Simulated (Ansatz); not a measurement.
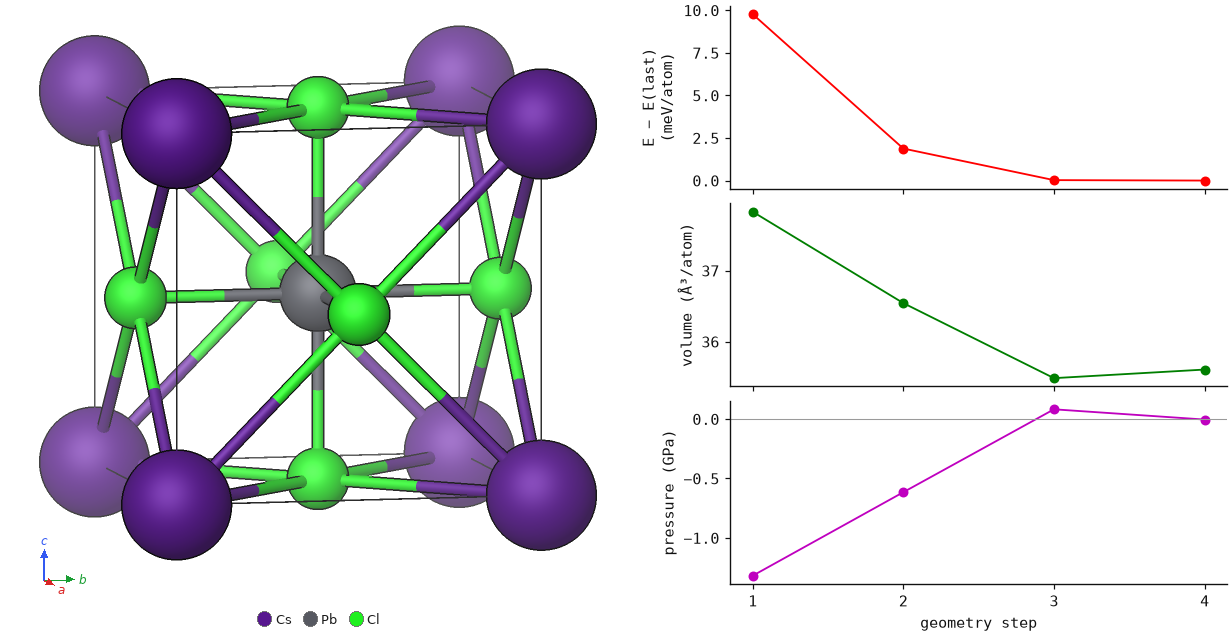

Beside the plot: the structure at the start.

History of a geometry optimisation. Atoms and cell relax. A closing SCF on a freshly chosen basis isn't drawn.

The run: CsPbCl3 (Pm-3m, 5 atoms in the cell), by Ansatz, DFT, PBEsol, plane waves, PAW; cutoff 420 eV, 4×4×4 k-mesh, Fermi–Dirac smearing of 0.02 eV.

Question: How did it end, and what did it gain?

Answer: The optimisation met its thresholds at geometry 4, counting the start as the first. The energy fell by about 9.8 meV/atom from the first step to the last. All forces vanish by symmetry, so only the cell moves.

Question: Was the starting cell too large or too small?

Answer: The volume shrinks from 37.8 to 35.6 Å³ per atom (−6 %), as the pressure goes from −1.3 GPa to about 0 GPa. The start was expanded.
